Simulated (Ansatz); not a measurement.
Si16C15 (cell charge +4, with a compensating background) (cell with a defect)

```xyz
31
Lattice="-4.3568 4.3568 -4.3568 4.3568 4.3568 4.3568 4.3568 -4.3568 -4.3568" Properties=species:S:1:pos:R:3 pbc="T T T"
Si    3.4850   -1.3034   -3.4833
Si    5.4437   -1.0603   -1.1146
Si    0.8727    1.3082   -3.4831
Si    3.2415    3.2674   -3.2400
Si    3.4849    1.3081   -0.8718
Si    1.1160   -1.0602   -5.4425
Si    1.1160    5.4510   -3.2401
Si   -1.1153    3.2965   -3.2693
Si    1.1162    3.2672   -1.1149
Si    3.2414    5.4511   -1.1147
Si   -3.2406    5.4219   -3.2694
Si    3.2705    3.2965    1.1164
Si    0.8728    7.4104   -0.8718
Si    3.2415    1.0651   -5.4424
Si    5.4438    1.0652   -3.2402
Si    3.2707    5.4220    3.2419
C     0.0030    4.3441   -4.3530
C    -0.0023    2.1836   -2.1624
C     2.1787    4.3594   -2.1775
C     2.1635    2.1831    0.0033
C     4.3546    4.3440   -0.0019
C     4.3545    2.1781    2.1642
C     2.1787    0.0023   -6.5343
C     0.0031    4.3744   -0.0018
C    -2.1628    2.1784   -4.3535
C     0.0030    2.1779   -6.5191
C     6.5356    0.0024   -2.1775
C     4.3544   -4.3393   -4.3531
C     2.1940    2.1832   -4.3583
C     4.3598    2.1835   -2.1926
C     6.5203    2.1785   -0.0015
```

The program warned that a starting moment wasn't kept; spin-polarised, but the moments vanished.

The calculation used DFT PBEsol, scalar-relativistic, plane waves, PAW in Ansatz.

In a PAW calculation such maps are meaningful between the atoms, not at the nuclei.

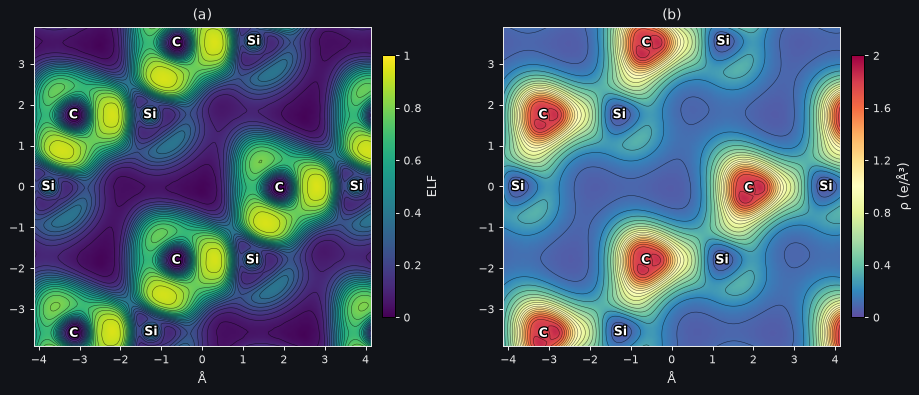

Figure 1. (a) ELF; (b) valence pseudo-density on the (101̄) plane of the calculation cell.

Describe what can be read from this map.

The plane passes through Si and C nuclei.
Si–C (1.88 Å): ρ at the midpoint is about 0.88 e/Å³; the ELF peaks at about 0.95 between the atoms: localised, covalent bonding.
Between the atoms the lowest density in this plane is 0.05 e/Å³.

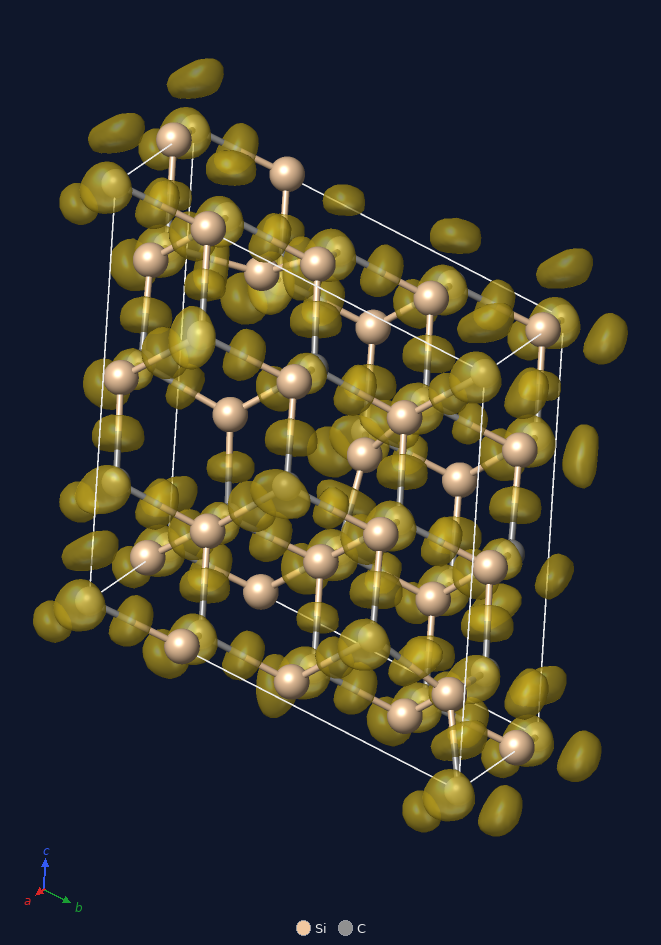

Figure 2. Isosurface of the ELF at 0.85 (yellow), seen slightly off an axis. Core shells and regions of very low density are left out. Sticks mark near contacts.

Describe the localisation domains.

The ELF exceeds this value in 60 regions between bonded C–Si atoms (shared pairs), counted in one cell of 31 atoms. Any copies at cell faces, edges or corners count once. Along the contacts the grid gives the following. Si–C (1.81 Å): the ELF peaks at about 0.90 between the atoms: a covalent bond. Si–C (1.86 Å): the ELF peaks at about 0.95 between the atoms; localised, covalent bonding.

Metal or insulator at this level of theory?

It is gapped, with a Kohn–Sham gap of 0.75 eV on the k-point mesh, an upper bound to the gap of this method.
